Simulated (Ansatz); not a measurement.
**Geometry relaxation, with input and output: Al4N5 (part 5 of 5)**

Continued. System: Al4N5 (slab, 9 atoms in the cell). Method: DFT LDA, scalar-relativistic, plane waves, PAW, PAW set soft_1, spin-polarised (Ansatz 0.2.0); cutoff 420 eV, 9×9×1 k-mesh, Gaussian smearing of 0.05 eV, collinear spins. The structure derives from an entry of the Crystallography Open Database. The input holds or restrains some coordinates. Forces given for the steps count only the free coordinates.

**Trajectory as extended XYZ (Å, eV, eV/Å), 4 frames, from step=1 to step=4**
```
9
Lattice="3.0887 0.0000 0.0000 -1.5443 2.6749 0.0000 0.0000 0.0000 23.4417" Properties=species:S:1:pos:R:3:forces:R:3 step=1 energy=-3926.47323
N     0.0000    1.7832    4.0000    0.0000   0.0000   2.2560
Al    1.5443    0.8916    4.5833    0.0000   0.0000  -2.8403
N     1.5443    0.8916    6.4715    0.0000   0.0000   1.8342
Al    0.0000    1.7832    7.0549    0.0000   0.0000  -1.2251
N     0.0000    1.7832    8.9963    0.0000   0.0000  -0.2951
Al    1.5443    0.8916    9.4742    0.0000   0.0000   0.4032
N     1.5443    0.8916   11.4366    0.0000   0.0000  -6.2515
Al    0.0000    1.7832   11.9417    0.0000   0.0000   4.3591
N     0.0000    3.5665   12.8846    0.0000   0.0000   1.7600
9
Lattice="3.0887 0.0000 0.0000 -1.5443 2.6749 0.0000 0.0000 0.0000 23.4417" Properties=species:S:1:pos:R:3:forces:R:3 step=2 energy=-3926.50781
N     0.0000    1.7832    4.0000    0.0000   0.0000   2.2561
Al    1.5443    0.8916    4.5833    0.0000   0.0000  -2.8408
N     1.5443    0.8916    6.4715    0.0000   0.0000   1.8362
Al    0.0000    1.7832    7.0549    0.0000   0.0000  -1.2256
N     0.0000    1.7832    8.9963    0.0000   0.0000  -0.2902
Al    1.5443    0.8916    9.4742    0.0000   0.0000   0.4017
N     1.5443    0.8916   11.4366    0.0000   0.0000  -5.6841
Al    0.0000    1.7832   11.9417    0.0000   0.0000   4.4257
N     0.0000    3.5665   12.9087    0.0000   0.0000   1.1217
9
Lattice="3.0887 0.0000 0.0000 -1.5443 2.6749 0.0000 0.0000 0.0000 23.4417" Properties=species:S:1:pos:R:3:forces:R:3 step=3 energy=-3926.53456
N     0.0000    1.7832    4.0000    0.0000   0.0000   2.2572
Al    1.5443    0.8916    4.5833    0.0000   0.0000  -2.8430
N     1.5443    0.8916    6.4715    0.0000   0.0000   1.8398
Al    0.0000    1.7832    7.0549    0.0000   0.0000  -1.2272
N     0.0000    1.7832    8.9963    0.0000   0.0000  -0.2811
Al    1.5443    0.8916    9.4742    0.0000   0.0000   0.3994
N     1.5443    0.8916   11.4366    0.0000   0.0000  -4.8129
Al    0.0000    1.7832   11.9417    0.0000   0.0000   4.5299
N     0.0000    3.5665   12.9522    0.0000   0.0000   0.1386
9
Lattice="3.0887 0.0000 0.0000 -1.5443 2.6749 0.0000 0.0000 0.0000 23.4417" Properties=species:S:1:pos:R:3:forces:R:3 step=4 energy=-3926.53503
N     0.0000    1.7832    4.0000    0.0000   0.0000   2.2574
Al    1.5443    0.8916    4.5833    0.0000   0.0000  -2.8435
N     1.5443    0.8916    6.4715    0.0000   0.0000   1.8407
Al    0.0000    1.7832    7.0549    0.0000   0.0000  -1.2278
N     0.0000    1.7832    8.9963    0.0000   0.0000  -0.2795
Al    1.5443    0.8916    9.4742    0.0000   0.0000   0.3989
N     1.5443    0.8916   11.4366    0.0000   0.0000  -4.6915
Al    0.0000    1.7832   11.9417    0.0000   0.0000   4.5447
N     0.0000    3.5665   12.9591    0.0000   0.0000   0.0011
```

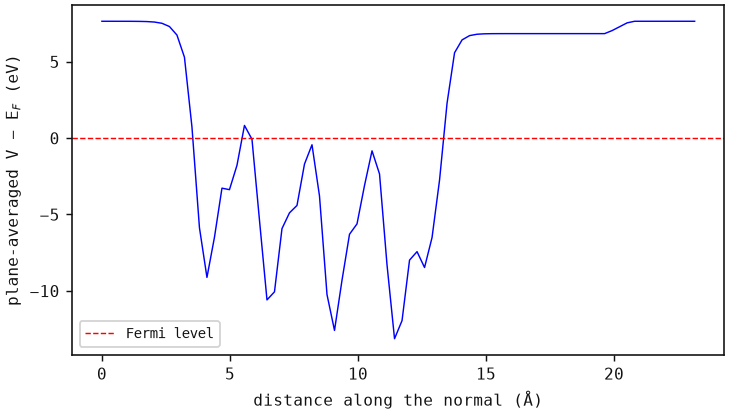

*Plane average of the electrostatic potential energy of an electron across the cell, from the Fermi level.*

The vacuum level lies 6.84 eV above the Fermi level on the upper side and 7.65 eV on the lower.

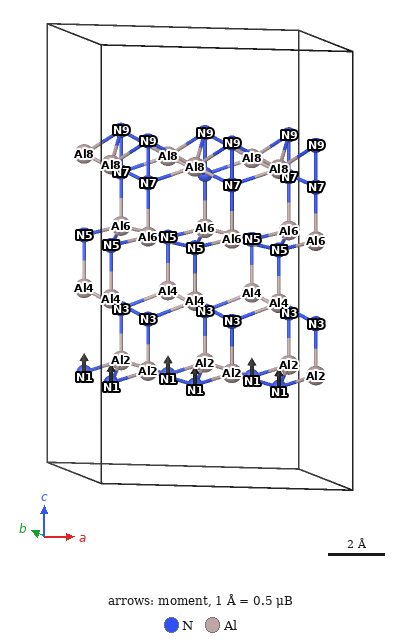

*Magnetic moments of the sites as black arrows (ball-and-stick view of the 3 × 2 repeat of the cell, with the vacuum cut short, seen slightly off an axis; atoms are numbered from 1 in the order of the input); small moments hardly show. The run is collinear, so the axis drawn is arbitrary.*

Site moments: N1 (0.35 μB). They are counted near the atoms and needn't add up to the moment of the cell.

The run was set up as follows.

**Input**
```yaml
crystal:
  lattice:
    - [3.0886572978, 0.0, 0.0]
    - [-1.5443286489, 2.6748556835, 0.0]
    - [0.0, 0.0, 23.441742346]
  atoms:
    - { symbol: "N", position: [0.3333333333, 0.6666666667, 0.1706357804] }
    - { symbol: Al, position: [0.6666666667, 0.3333333333, 0.1955203112] }
    - { symbol: "N", position: [0.6666666667, 0.3333333333, 0.2760679086] }
    - { symbol: Al, position: [0.3333333333, 0.6666666667, 0.3009524394] }
    - { symbol: "N", position: [0.3333333333, 0.6666666667, 0.3837737194] }
    - { symbol: Al, position: [0.6666666667, 0.3333333333, 0.4041582755] }
    - { symbol: "N", position: [0.6666666667, 0.3333333333, 0.4878740814] }
    - { symbol: Al, position: [0.3333333333, 0.6666666667, 0.5094221312] }
    - { symbol: "N", position: [0.6666666667, 1.3333333333, 0.5496413836], spin: 3.0 }
basis:
  ecutwfc: 420
kpoints:
  mp_grid: { grid: [9, 9, 1] }
hamiltonian:
  xc: lda
  pseudopotentials: { kind: paw, azcp: { folder: soft_1 } }
scf:
  occupations: { method: gaussian, width: 0.05 }
output:
  forces: true
  eigenvalues: true
  populations: true
magnetization:
  spin_polarized: true
relax:
  adjacent_minimum: "off"
  f_tol: 0.025
  max_steps: 16
  constraints: [{ sites: [0, 1, 2, 3, 4, 5, 6, 7] }, { sites: [8], fix: xy }]
efield:
  axis: 3
  dipole_correction: true
  ramp_width: 0.04
```

Run as:
```bash
ansatz run input.yaml --threads 1 --pin off --max-ram 3072MiB --backend cpu --events-out ev --progress --plain --runs-dir out
```

**Key numbers**

| quantity | value |
| --- | --- |
| outcome | converged under the restraints of the input |
| electrons treated | 37 |
| free energy | −3926.5350 eV |
| work function, top face | 6.84 eV |
| work function, bottom face | 7.65 eV |
| Fermi energy | 0.104 eV |
| gap on the k-point mesh | none (metallic) |
| net moment of the cell | 0.55 μB |
| integrated absolute moment | 0.58 μB |
| final volume | 193.67 Å³ |
| work function (upper face) | 6.84 eV |
| largest force (length of the vector) at the end, held atoms and coordinates included | 4.691 eV/Å |
| hardware | 1 thread of Arm Neoverse V2, 24 GiB of memory available, shared host |
| wall time | 1.8 min |
| peak memory | 0.41 GiB |

**Remarks**

The electronic state found may not be the lowest one. Notes on the run: a screening estimate came out negative during mixing; the PAW datasets were made with another functional.
